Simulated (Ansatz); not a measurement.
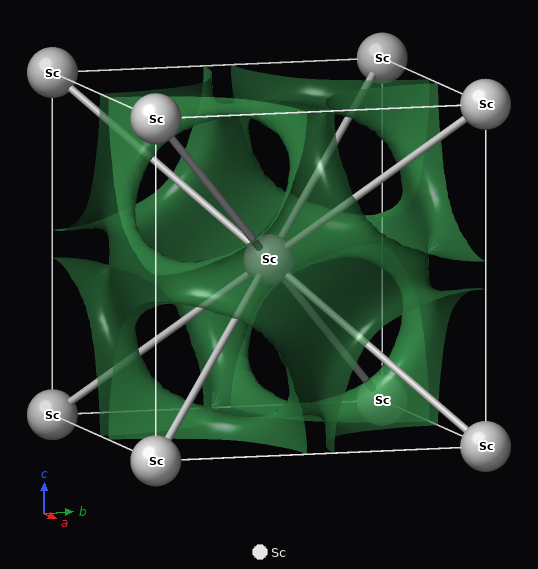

Figure. Sc. Isosurface of the ELF at 0.55 (green), seen slightly off an axis. Core shells and regions of very low density are left out. Sticks mark near contacts.

Space group Im-3m; computed without spin polarisation.

The calculation used DFT PBEsol, scalar-relativistic, plane waves, PAW in Ansatz 0.2.0.

**Identify the bonds, lone pairs and shells in this picture.**

The ELF exceeds this value in one network that runs through the whole crystal, counted in one cell of 2 atoms. Any copies at cell faces, edges or corners count once. There are no localised bonds or lone pairs at this value.

Values along the shortest contacts:
Sc–Sc (3.14 Å): the ELF is about 0.15 at the midpoint (no localised pair shows between them).
